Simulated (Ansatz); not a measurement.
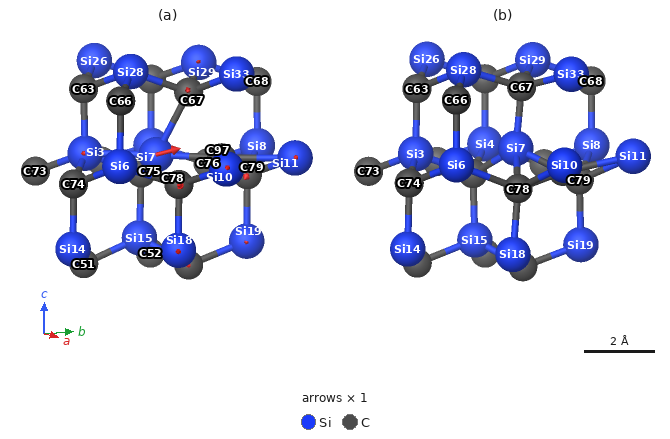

The structure of a defect cell of composition Si48C49 (cell charge +2) before (left) and after (right) a relaxation, at one scale. The red arrows give the displacements, at their true length.

A ball-and-stick model of the atoms within 4.2 Å of the atom that moves most (axes of the cell of the calculation (origin shifted)), seen slightly off an axis.

All numbers below come from DFT, PBEsol, PAW, plane waves (Ansatz). Settings: plane-wave cutoff 420 eV; k-point mesh 1 × 1 × 1; mesh shifted by (0.25, 0.25, 0.25); collinear spin; atoms relaxed in a fixed cell; force threshold 0.03 eV/Å; at most 80 steps.

> Summarise the run.

The atom that moves furthest is a Si atom (0.76 Å along [2 2 1]). By element the largest moves are Si 0.76 Å, C 0.66 Å. The lattice vectors keep their values. Near-neighbour distances that change, for instance: Si–Si 2.041 → 2.893 Å, C–Si 1.040 → 1.797 Å, C–C 2.114 → 2.793 Å, Si–Si 3.724 → 3.074 Å. New bonds form, among them: C–C (1.93 → 1.52 Å), C–Si (2.49 → 2.01 Å). Bonds break, among them: Si–Si (2.04 → 2.89 Å). Among the angles between lasting bonds that change: C–Si–C 61.2° → 100.0°, Si–C–Si 159.5° → 122.4°, Si–C–C 101.8° → 75.1°. Over 13 geometry steps the energy falls by 28.942 eV per cell of the calculation. The largest force component goes from 97 to 0.026 eV/Å. The program noted that the starting moments weren't kept.

Limits of the set-up: the cell is charged, on a uniform background, and energies carry no finite-size correction.
